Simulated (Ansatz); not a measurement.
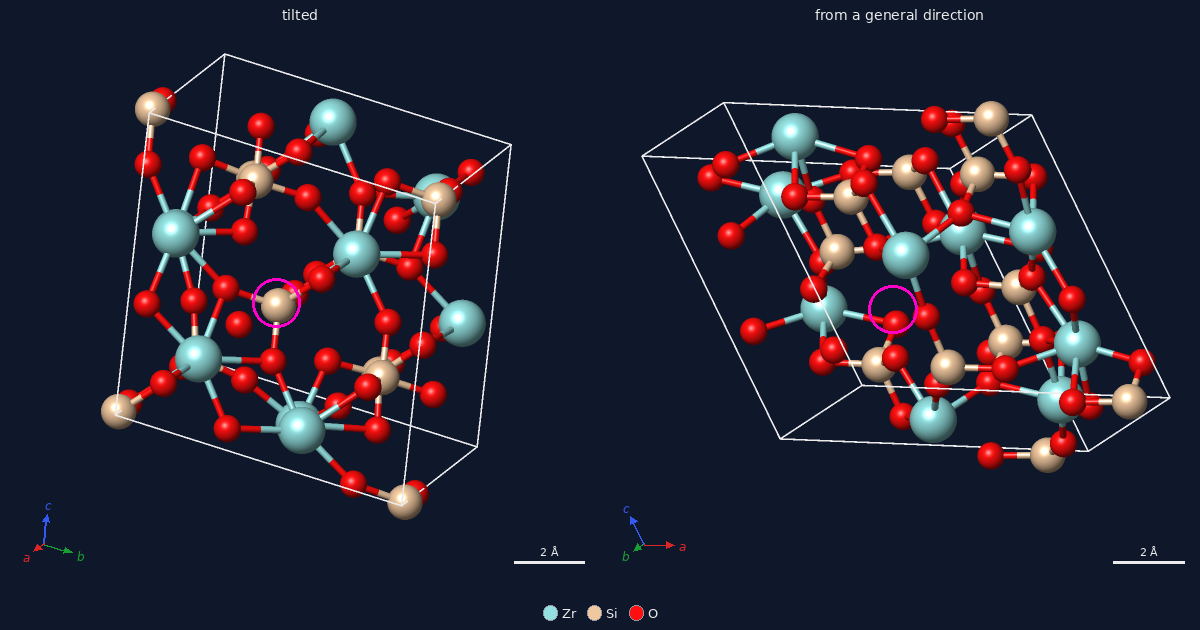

A ball-and-stick rendering, viewed slightly off an axis and from a general direction. The parallelepiped is the supercell. The host is ZrSiO4, in a cell of 48 sites, and the cell carries a charge of -2. A ring marks the defect's site.

### What imperfection does the supercell contain?

A zirconium vacancy. Around the empty site lie eight O at about 2.2 to 2.5 Å.

The atoms were relaxed in the host's cell with DFT PBE, scalar-relativistic, plane waves, PAW (Ansatz 0.2.0).
